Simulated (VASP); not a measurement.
Si (slab)

```cif
data_structure
_symmetry_space_group_name_H-M 'P 1'
_symmetry_Int_Tables_number 1
_cell_length_a 7.7338
_cell_length_b 3.8669
_cell_length_c 29.4358
_cell_angle_alpha 90.000
_cell_angle_beta 90.000
_cell_angle_gamma 90.000
_cell_volume 880.30
loop_
_atom_site_label
_atom_site_type_symbol
_atom_site_fract_x
_atom_site_fract_y
_atom_site_fract_z
_atom_site_occupancy
Si1 Si 0.86183 0.00000 0.40757 1
Si2 Si 0.57530 0.00000 0.38161 1
Si3 Si 0.52268 0.50000 0.42840 1
Si4 Si 0.01152 0.50000 0.42886 1
Si5 Si 0.26758 0.50000 0.47576 1
Si6 Si 0.76110 0.50000 0.47783 1
Si7 Si 0.76110 0.00000 0.52217 1
Si8 Si 0.26758 0.00000 0.52424 1
Si9 Si 0.52268 0.00000 0.57160 1
Si10 Si 0.01152 0.00000 0.57114 1
Si11 Si 0.86183 0.50000 0.59243 1
Si12 Si 0.57530 0.50000 0.61839 1
```

Method: Kohn-Sham DFT of a periodic cell, PBE, VASP PAW PBE potentials, recommended (VASP 6.6.1).

What will maps of the valence pseudo-density show?

Answer. Si–Si (2.35 Å): the density is about 0.57 e/Å³ at the midpoint.
Si–Si (2.42 Å): ρ at the midpoint is about 0.52 e/Å³.

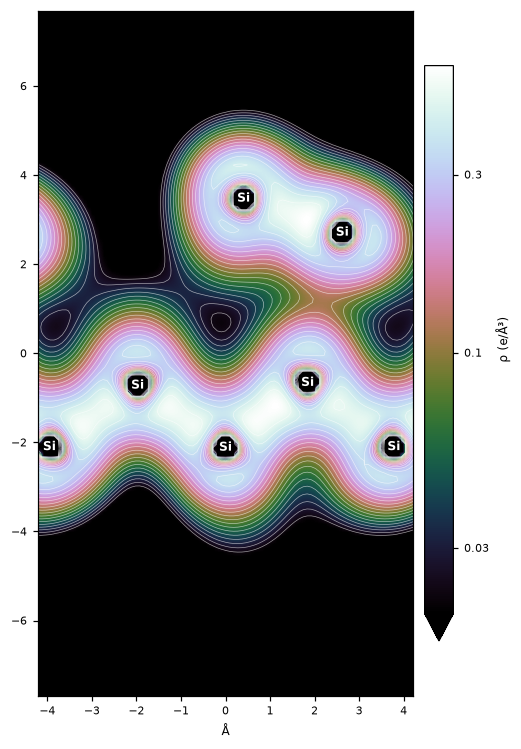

Computed valence pseudo-density on the (010) plane of the calculation cell, a cut from vacuum to vacuum. 

Core electrons are frozen (PAW), and the valence fields are smoothed inside the atomic spheres.
